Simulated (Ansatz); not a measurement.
Start from this file.

```xyz
8
Lattice="4.2448 0.0000 0.0000 0.0000 4.2448 0.0000 0.0000 0.0000 4.2448" Properties=species:S:1:pos:R:3 pbc="T T T"
Cu    0.0000    0.0000    0.0000
O     2.1224    0.0000    0.0000
Cu    0.0000    2.1224    2.1224
O     2.1224    2.1224    2.1224
Cu    2.1224    0.0000    2.1224
O     0.0000    0.0000    2.1224
Cu    2.1224    2.1224    0.0000
O     0.0000    2.1224    0.0000
```

> What does this file describe?

Formula: CuO. Symmetry: Fm-3m (No. 225), face-centred cubic lattice. Type of structure: rock salt (NaCl type). The cell has 8 atoms, namely 4 Cu, 4 O. Around each Cu lie six O in an octahedral arrangement at 2.12 Å. Around each O lie six Cu in an octahedral arrangement at 2.12 Å. The bonds build a three-dimensional framework.

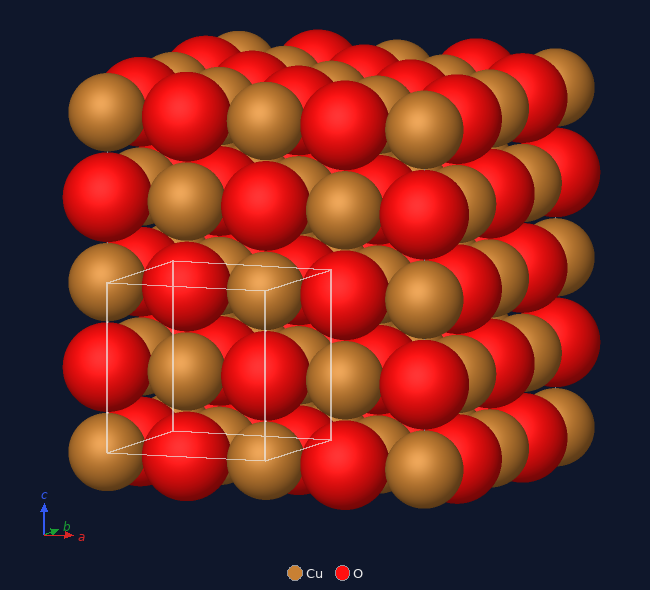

The image is a space-filling drawing of a crystal, viewed slightly off an axis. A block of 2×2×2 cells is shown, with one conventional unit cell in solid outline. Colours: copper orange, oxygen red.

Its origin is a structure listed in the Materials Project, with elements exchanged, so it need not be a known form of the compound. Atoms and cell were optimised with Ansatz 0.2.0, DFT PBE, scalar-relativistic, plane waves, PAW.
